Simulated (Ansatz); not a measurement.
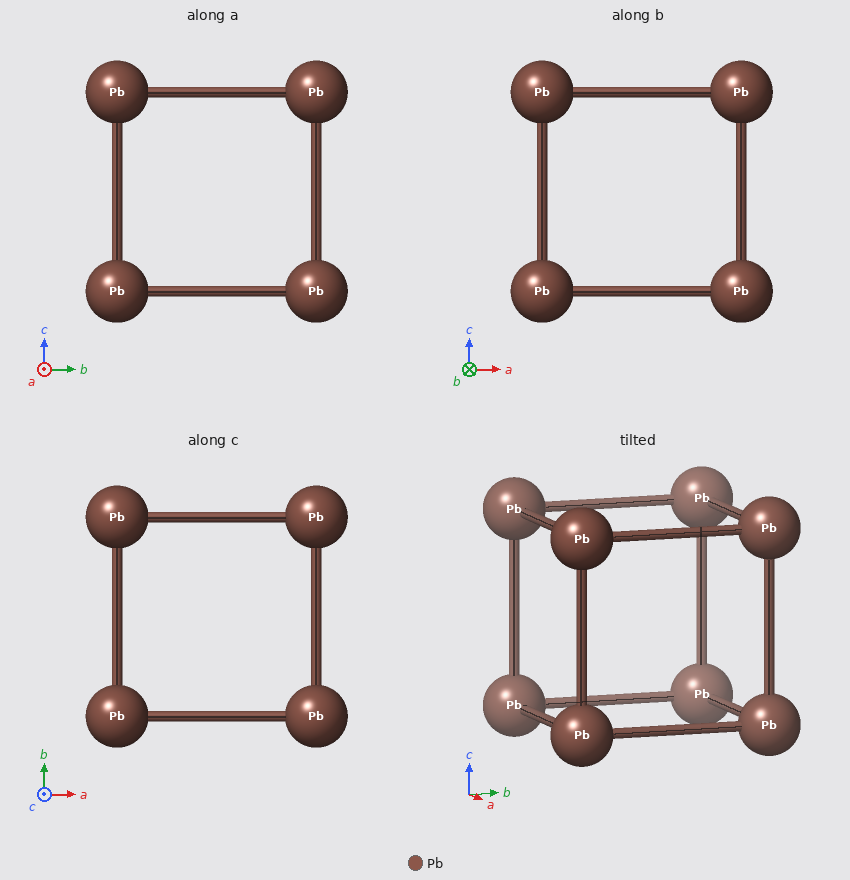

This ball-and-stick model is shown along the a axis, along the b axis, along the c axis and slightly off an axis. The conventional unit cell is drawn as a box.

Lattice parameters: a = 3.2270 Å, b = 3.2270 Å, c = 3.2270 Å, α = 90.000°, β = 90.000°, γ = 90.000°.

### Write down what is shown as a CIF with its space group and independent sites.

```cif
data_structure
_symmetry_space_group_name_H-M 'P m -3 m'
_symmetry_Int_Tables_number 221
_cell_length_a 3.2270
_cell_length_b 3.2270
_cell_length_c 3.2270
_cell_angle_alpha 90.000
_cell_angle_beta 90.000
_cell_angle_gamma 90.000
_cell_volume 33.60
loop_
_atom_site_label
_atom_site_type_symbol
_atom_site_symmetry_multiplicity
_atom_site_Wyckoff_symbol
_atom_site_fract_x
_atom_site_fract_y
_atom_site_fract_z
_atom_site_occupancy
Pb1 Pb 1 a 0.0000 0.0000 0.0000 1
```

The cell started as a structure type filled with this element by a generator (whether the element takes this form wasn't checked). Earlier steps of the study may have refined or changed the cell and positions. An electronic-structure calculation with Ansatz was run on it.
